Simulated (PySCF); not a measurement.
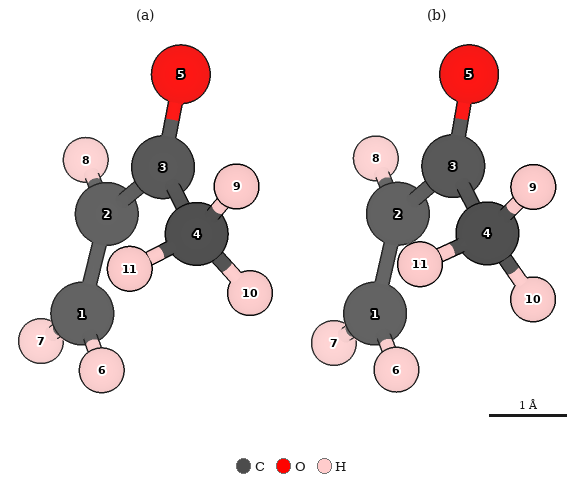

The structure of C₄H₆O before (left) and after (right) a relaxation, at one scale.

A ball-and-stick model, seen from a free direction.

The start comes from MMFF94s.

All numbers below come from PBE0-D3(BJ)/def2-SVP geometry optimisation, gas phase (PySCF). 

Q: Summarise the run.

A: The energy falls by 0.70 kcal/mol in 8 geometry steps. The largest force component goes from 1.5 to 0.02 eV/Å. H10 moves most after the best rigid fit: 0.13 Å. Largest moves by element: H 0.13 Å, O 0.04 Å, C 0.03 Å. Among the contacts that change: C3–O5 1.230 → 1.212 Å, C1–H6 1.084 → 1.094 Å, C4–H10 1.093 → 1.100 Å, C1–H7 1.086 → 1.093 Å. Among the angles between lasting bonds that change: H10–C4–H11 110.8° → 107.4°.
